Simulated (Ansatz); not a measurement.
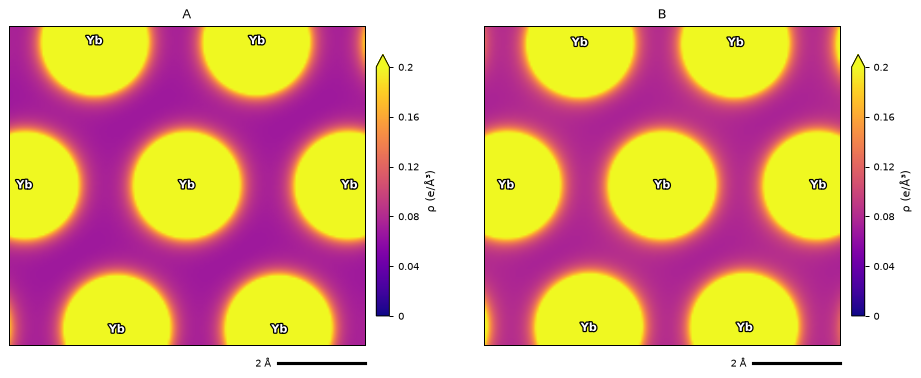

Yb. The valence charge density (pseudo) of two cells that differ in size and shape, on the (010) plane of each (indices in the axes of the calculation cell), at one length scale and on one colour scale: A has 36.5 Å³ an atom and B 33.6.

Computed with DFT PBE, scalar-relativistic, plane waves, PAW in Ansatz 0.2.0.

Core electrons are frozen (PAW), and the valence fields are smoothed inside the atomic spheres.

The larger cell:

```
Yb
1.0
    -0.14365    2.61179    2.68361
     2.46814    0.00000    2.53997
     2.61179    2.61179   -0.14365
Yb
1
Cartesian
  0.0000 0.0000 0.0000
```

The smaller cell: a = 3.596 Å, b = 3.390 Å, c = 3.696 Å, α = 60.81°, β = 62.73°, γ = 63.80°.

**What does the compression do to the bonding and the properties?**

From the larger cell to the smaller, Yb–Yb goes from 3.70 to 3.60 Å, and the density at its midpoint from 0.08 to 0.08 e/Å³; the pressure goes from −0.3 to 1.4 GPa.
